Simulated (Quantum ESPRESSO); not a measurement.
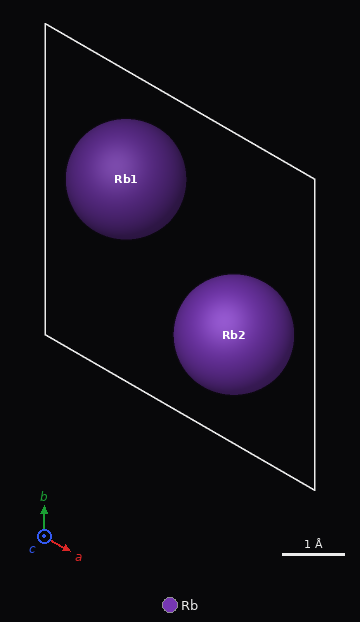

**Figure 1.** The structure (spheres-only view of the cell of the calculation, along the c axis; atoms are numbered from 1 in the order of the input). An atom can appear more than once, as a periodic image.

## Rb: relaxation of cell and atoms (part 1 of 2)

System: Rb (2 atoms in the cell).
Method: Kohn-Sham DFT of a periodic cell, PBE with D3(BJ), JTH 2.0 PBE, no spin polarisation (Quantum ESPRESSO 7.5).

The structure derives from a Materials Project entry.

### Input
```
&CONTROL
  calculation = 'vc-relax'
  prefix = 'pwscf'
  outdir = './tmp'
  pseudo_dir = './pseudo'
  tprnfor = .true.
  tstress = .true.
  disk_io = 'low'
  nstep = 40
  forc_conv_thr = 0.0004
  etot_conv_thr = 1d-05
/
&SYSTEM
  ibrav = 0
  A = 5.08820698
  nat = 2
  ntyp = 1
  ecutwfc = 36
  ecutrho = 216
  nbnd = 15
  occupations = 'smearing'
  smearing = 'mv'
  degauss = 0.01469973
  vdw_corr = 'grimme-d3'
  dftd3_version = 4
/
&ELECTRONS
  conv_thr = 4d-10
  electron_maxstep = 120
  mixing_beta = 0.5
/
&IONS
  ion_dynamics = 'bfgs'
/
&CELL
  cell_dynamics = 'bfgs'
  press = 0
  press_conv_thr = 0.3
/
ATOMIC_SPECIES
Rb    85.4678 Rb.GGA_PBE-JTH.UPF
CELL_PARAMETERS alat
   1.0000000000    0.0000000000    0.0000000000
  -0.5000000000    0.8660254029    0.0000000000
   0.0000000000    0.0000000000    1.6591420147
ATOMIC_POSITIONS alat
Rb    -0.0250500050    0.5625835338    0.4196339314
Rb     0.5250500050    0.3034418691    1.2395080833
K_POINTS automatic
4 4 2 0 0 0
```

Command:
```bash
OMP_NUM_THREADS=1 pw.x -in pw.in > pw.out
```

### What the program printed
```
This program is part of the open-source Quantum ESPRESSO suite
     for quantum simulation of materials; please cite
         "P. Giannozzi et al., J. Phys.:Condens. Matter 21 395502 (2009);
         "P. Giannozzi et al., J. Phys.:Condens. Matter 29 465901 (2017);
         "P. Giannozzi et al., J. Chem. Phys. 152 154105 (2020);
          URL
     in publications or presentations arising from this work. More details at

     file Rb.GGA_PBE-JTH.UPF: wavefunction(s)  4S 5S 4P 0P 0D renormalized
     Message from routine setup:
     using ibrav=0 with symmetry is DISCOURAGED, use correct ibrav instead

     G-vector sticks info
     --------------------
     sticks:   dense  smooth     PW     G-vecs:    dense   smooth      PW
     Sum        1381     925    253                68559    37297    5685

     Using Slab Decomposition

     bravais-lattice index     =            0
     lattice parameter (alat)  =       9.6153  a.u.
     unit-cell volume          =    1277.3359 (a.u.)^3
     number of atoms/cell      =            2
     number of atomic types    =            1
     number of electrons       =        18.00
     number of Kohn-Sham states=           15
     kinetic-energy cutoff     =      36.0000  Ry
     charge density cutoff     =     216.0000  Ry
     scf convergence threshold =      4.0E-10
     mixing beta               =       0.5000
     number of iterations used =            8  plain     mixing
     energy convergence thresh.=      1.0E-05
     force convergence thresh. =      4.0E-04
     press convergence thresh. =      3.0E-01
     Exchange-correlation= SLA PW PBX PBC
                           (   1   4   3   4   0   0   0)
     nstep                     =           40

     celldm(1)=   9.615318  celldm(2)=   0.000000  celldm(3)=   0.000000
     celldm(4)=   0.000000  celldm(5)=   0.000000  celldm(6)=   0.000000

     crystal axes: (cart. coord. in units of alat)
               a(1) = (   1.000000   0.000000   0.000000 )
               a(2) = (  -0.500000   0.866025   0.000000 )
               a(3) = (   0.000000   0.000000   1.659142 )

     reciprocal axes: (cart. coord. in units 2 pi/alat)
               b(1) = (  1.000000  0.577350 -0.000000 )
               b(2) = (  0.000000  1.154701  0.000000 )
               b(3) = (  0.000000 -0.000000  0.602721 )

     PseudoPot. # 1 for Rb read from file:
     Rb.GGA_PBE-JTH.UPF
     Pseudo is Projector augmented-wave + core cor, Zval =  9.0
     Generated using ATOMPAW code
     Shape of augmentation charge: BESSEL
     Using radial grid of 1066 points,  5 beta functions with:
                l(1) =   0
                l(2) =   0
                l(3) =   1
                l(4) =   1
                l(5) =   2
     Q(r) pseudized with 0 coefficients

     atomic species   valence    mass     pseudopotential
     Rb                9.00    85.46780     Rb( 1.00)

      2 Sym. Ops., with inversion, found

   Cartesian axes

     site n.     atom                  positions (alat units)
         1        Rb     tau(   1) = (  -0.0250500   0.5625835   0.4196339  )
         2        Rb     tau(   2) = (   0.5250500   0.3034419   1.2395081  )

     --------------------------------------------
     DFT-D3 Dispersion Correction (3-body terms):
     --------------------------------------------
       Reference C6 values for interpolation:

         atom   Coordination number   C6
         Rb         0.000         12277.55
         Rb         0.974           952.52

       Values used:

         atom   Coordination number  R0_AB[au]  C6      C8
         Rb         5.379            4.363    952.52 260868.18
         Rb         5.379            4.363    952.52 260868.18

         Molecular C6 ( Ry / a.u.^6 ) =      3810.07

     number of k points=    20  Marzari-Vanderbilt smearing, width (Ry)=  0.0147
                       cart. coord. in units 2pi/alat
        k(    1) = (   0.0000000   0.0000000   0.0000000), wk =   0.0625000
        k(    2) = (   0.0000000   0.0000000  -0.3013606), wk =   0.0625000
        k(    3) = (   0.0000000   0.2886751   0.0000000), wk =   0.1250000
        k(    4) = (   0.0000000   0.2886751  -0.3013606), wk =   0.1250000
        k(    5) = (   0.0000000  -0.5773503   0.0000000), wk =   0.0625000
        k(    6) = (   0.0000000  -0.5773503  -0.3013606), wk =   0.0625000
        k(    7) = (   0.2500000   0.4330127   0.0000000), wk =   0.1250000
        k(    8) = (   0.2500000   0.4330127  -0.3013606), wk =   0.1250000
        k(    9) = (  -0.2500000   0.1443376   0.0000000), wk =   0.1250000
        k(   10) = (   0.2500000   0.1443376   0.0000000), wk =   0.1250000
        k(   11) = (  -0.2500000   0.1443376  -0.3013606), wk =   0.1250000
        k(   12) = (   0.2500000   0.1443376  -0.3013606), wk =   0.1250000
        k(   13) = (   0.5000000  -0.2886751   0.0000000), wk =   0.0625000
        k(   14) = (  -0.5000000  -0.2886751   0.0000000), wk =   0.0625000
        k(   15) = (   0.5000000  -0.2886751  -0.3013606), wk =   0.0625000
        k(   16) = (  -0.5000000  -0.2886751  -0.3013606), wk =   0.0625000
        k(   17) = (  -0.2500000   0.4330127   0.0000000), wk =   0.1250000
        k(   18) = (   0.5000000   0.0000000   0.0000000), wk =   0.1250000
        k(   19) = (  -0.2500000   0.4330127   0.3013606), wk =   0.1250000
        k(   20) = (   0.5000000   0.0000000  -0.3013606), wk =   0.1250000

     Dense  grid:    68559 G-vectors     FFT dimensions: (  45,  45,  75)

     Smooth grid:    37297 G-vectors     FFT dimensions: (  40,  40,  64)

     Check: negative core charge=   -0.000002

     Initial potential from superposition of free atoms

     starting charge      17.9543, renormalised to      18.0000

     negative rho (up, down):  8.112E-04 0.000E+00
     Starting wfcs are   26 randomized atomic wfcs

     Self-consistent Calculation

     iteration #  1     ecut=    36.00 Ry     beta= 0.50
     Davidson diagonalization with overlap
     ethr =  1.00E-02,  avg # of iterations =  7.5

     Threshold (ethr) on eigenvalues was too large:
     Diagonalizing with lowered threshold

     Davidson diagonalization with overlap
     ethr =  1.26E-05,  avg # of iterations =  9.7

     negative rho (up, down):  9.090E-04 0.000E+00

     total energy              =    -479.85048154 Ry
     estimated scf accuracy    <       0.00234019 Ry

     iteration #  2     ecut=    36.00 Ry     beta= 0.50
     Davidson diagonalization with overlap
     ethr =  1.30E-05,  avg # of iterations =  2.0

     negative rho (up, down):  9.793E-04 0.000E+00

     total energy              =    -479.85221476 Ry
     estimated scf accuracy    <       0.00032491 Ry

     iteration #  3     ecut=    36.00 Ry     beta= 0.50
     Davidson diagonalization with overlap
     c_bands:  1 eigenvalues not converged
     c_bands:  1 eigenvalues not converged
     ethr =  1.81E-06,  avg # of iterations =  6.8

     negative rho (up, down):  9.976E-04 0.000E+00

     total energy              =    -479.85240383 Ry
     estimated scf accuracy    <       0.00006085 Ry

     iteration #  4     ecut=    36.00 Ry     beta= 0.50
     Davidson diagonalization with overlap
     ethr =  3.38E-07,  avg # of iterations =  1.9

     negative rho (up, down):  1.016E-03 0.000E+00

     total energy              =    -479.85245332 Ry
     estimated scf accuracy    <       0.00002569 Ry

     iteration #  5     ecut=    36.00 Ry     beta= 0.50
     Davidson diagonalization with overlap
     ethr =  1.43E-07,  avg # of iterations =  1.9

     negative rho (up, down):  1.016E-03 0.000E+00

     total energy              =    -479.85245649 Ry
     estimated scf accuracy    <       0.00000080 Ry

     iteration #  6     ecut=    36.00 Ry     beta= 0.50
     Davidson diagonalization with overlap
     ethr =  4.46E-09,  avg # of iterations =  2.9

     negative rho (up, down):  1.017E-03 0.000E+00

     total energy              =    -479.85245676 Ry
     estimated scf accuracy    <       0.00000011 Ry

     iteration #  7     ecut=    36.00 Ry     beta= 0.50
     Davidson diagonalization with overlap
     ethr =  6.34E-10,  avg # of iterations =  2.4

     negative rho (up, down):  1.016E-03 0.000E+00

     total energy              =    -479.85245680 Ry
     estimated scf accuracy    <       0.00000001 Ry

     iteration #  8     ecut=    36.00 Ry     beta= 0.50
     Davidson diagonalization with overlap
     ethr =  7.54E-11,  avg # of iterations =  2.2

     negative rho (up, down):  1.016E-03 0.000E+00

     total energy              =    -479.85245681 Ry
     estimated scf accuracy    <          1.6E-09 Ry

     iteration #  9     ecut=    36.00 Ry     beta= 0.50
     Davidson diagonalization with overlap
     ethr =  8.91E-12,  avg # of iterations =  3.0

     negative rho (up, down):  1.016E-03 0.000E+00

     End of self-consistent calculation

          k = 0.0000 0.0000 0.0000 (  4609 PWs)   bands (ev):

   -27.0988 -27.0958 -11.2249 -11.1570 -11.1525 -11.1465 -11.1438 -11.1429
    -0.1034   1.9263   2.4104   5.3096   5.3274   5.4269   5.6579

          k = 0.0000 0.0000-0.3014 (  4638 PWs)   bands (ev):

   -27.0975 -27.0971 -11.1883 -11.1822 -11.1503 -11.1498 -11.1492 -11.1488
     0.5172   0.5454   4.0575   4.1246   5.3830   5.4500   5.4638

          k = 0.0000 0.2887 0.0000 (  4662 PWs)   bands (ev):

   -27.0974 -27.0950 -11.2116 -11.1875 -11.1780 -11.1652 -11.1503 -11.1482
     0.4823   2.5432   2.6294   3.8849   4.6482   5.0229   5.6505

          k = 0.0000 0.2887-0.3014 (  4654 PWs)   bands (ev):

   -27.0963 -27.0961 -11.1970 -11.1951 -11.1688 -11.1668 -11.1575 -11.1560
     1.0668   1.0915   4.0056   4.0295   4.4323   4.4625   5.6405

          k = 0.0000-0.5774 0.0000 (  4690 PWs)   bands (ev):

   -27.0959 -27.0943 -11.2216 -11.2092 -11.1944 -11.1744 -11.1571 -11.1561
     1.8605   2.1602   3.1130   3.4036   3.9156   4.2413   5.3098

          k = 0.0000-0.5774-0.3014 (  4660 PWs)   bands (ev):

   -27.0952 -27.0950 -11.2234 -11.2231 -11.1721 -11.1698 -11.1631 -11.1614
     2.2671   2.2696   2.6865   2.6874   4.3683   4.4173   5.6853

          k = 0.2500 0.4330 0.0000 (  4657 PWs)   bands (ev):

   -27.0956 -27.0945 -11.2070 -11.2028 -11.1892 -11.1813 -11.1716 -11.1616
     1.5465   3.0861   3.1219   3.1589   3.9715   4.3612   4.4639

          k = 0.2500 0.4330-0.3014 (  4660 PWs)   bands (ev):

   -27.0952 -27.0950 -11.2148 -11.2139 -11.1820 -11.1805 -11.1616 -11.1605
     2.0427   2.0636   3.3839   3.4003   3.7978   3.8058   5.3646

          k =-0.2500 0.1443 0.0000 (  4662 PWs)   bands (ev):

   -27.0974 -27.0950 -11.2116 -11.1875 -11.1780 -11.1651 -11.1503 -11.1482
     0.4823   2.5433   2.6295   3.8850   4.6485   5.0215   5.6478

          k = 0.2500 0.1443 0.0000 (  4662 PWs)   bands (ev):

   -27.0973 -27.0951 -11.2087 -11.1890 -11.1773 -11.1635 -11.1514 -11.1512
     0.4848   2.5514   2.6403   3.8825   4.6651   4.9200   5.6774

          k =-0.2500 0.1443-0.3014 (  4654 PWs)   bands (ev):

   -27.0963 -27.0961 -11.1970 -11.1951 -11.1688 -11.1668 -11.1575 -11.1560
     1.0668   1.0915   4.0054   4.0294   4.4321   4.4623   5.6423

          k = 0.2500 0.1443-0.3014 (  4654 PWs)   bands (ev):

   -27.0963 -27.0961 -11.2003 -11.1983 -11.1648 -11.1630 -11.1581 -11.1569
     1.0671   1.0917   3.9904   4.0183   4.4294   4.4587   5.6000

          k = 0.5000-0.2887 0.0000 (  4690 PWs)   bands (ev):

   -27.0959 -27.0943 -11.2215 -11.2093 -11.1943 -11.1744 -11.1571 -11.1563
     1.8612   2.1596   3.1143   3.4046   3.9131   4.2401   5.3107

          k =-0.5000-0.2887 0.0000 (  4690 PWs)   bands (ev):

   -27.0951 -27.0951 -11.2211 -11.2108 -11.1765 -11.1743 -11.1734 -11.1574
     1.9279   2.0998   3.2535   3.4770   3.6800   4.1579   5.3109

          k = 0.5000-0.2887-0.3014 (  4660 PWs)   bands (ev):

   -27.0952 -27.0950 -11.2235 -11.2231 -11.1721 -11.1698 -11.1630 -11.1613
     2.2667   2.2692   2.6871   2.6880   4.3671   4.4160   5.6853

          k =-0.5000-0.2887-0.3014 (  4660 PWs)   bands (ev):

   -27.0951 -27.0951 -11.2276 -11.2264 -11.1662 -11.1646 -11.1642 -11.1640
     2.2373   2.2385   2.7322   2.7331   4.3077   4.3485   5.6511

          k =-0.2500 0.4330 0.0000 (  4657 PWs)   bands (ev):

   -27.0959 -27.0943 -11.2075 -11.2008 -11.1949 -11.1826 -11.1712 -11.1561
     1.5426   3.0960   3.1211   3.1305   3.8763   4.4132   4.4792

          k = 0.5000 0.0000 0.0000 (  4657 PWs)   bands (ev):

   -27.0956 -27.0946 -11.2070 -11.2029 -11.1891 -11.1813 -11.1716 -11.1617
     1.5465   3.0859   3.1221   3.1592   3.9727   4.3611   4.4633

          k =-0.2500 0.4330 0.3014 (  4660 PWs)   bands (ev):

   -27.0952 -27.0950 -11.2106 -11.2098 -11.1875 -11.1849 -11.1609 -11.1595
     2.0426   2.0637   3.3916   3.3981   3.8174   3.8200   5.3338

          k = 0.5000 0.0000-0.3014 (  4660 PWs)   bands (ev):

   -27.0952 -27.0950 -11.2149 -11.2140 -11.1819 -11.1805 -11.1616 -11.1605
     2.0428   2.0636   3.3838   3.4003   3.7976   3.8056   5.3661

     the Fermi energy is     1.9667 ev

!    total energy              =    -479.85245681 Ry
     total all-electron energy =      -479.852457 Ry
     estimated scf accuracy    <          1.1E-10 Ry
     smearing contrib. (-TS)   =      -0.00154483 Ry
     internal energy E=F+TS    =    -479.85091198 Ry

     The total energy is F=E-TS. E is the sum of the following terms:
     one-electron contribution =     -51.94794642 Ry
     hartree contribution      =      28.96804343 Ry
     xc contribution           =     -20.29271601 Ry
     ewald contribution        =     -54.31108012 Ry
     DFT-D3 Dispersion         =      -0.01407082 Ry
     one-center paw contrib.   =    -382.25314204 Ry

     convergence has been achieved in   9 iterations

     negative rho (up, down):  1.016E-03 0.000E+00

     Forces acting on atoms (cartesian axes, Ry/au):

     atom    1 type  1   force =     0.00054789    0.00031628   -0.00052796
     atom    2 type  1   force =    -0.00054789   -0.00031628    0.00052796

     Total force =     0.001165     Total SCF correction =     0.000027

     Computing stress (Cartesian axis) and pressure
```
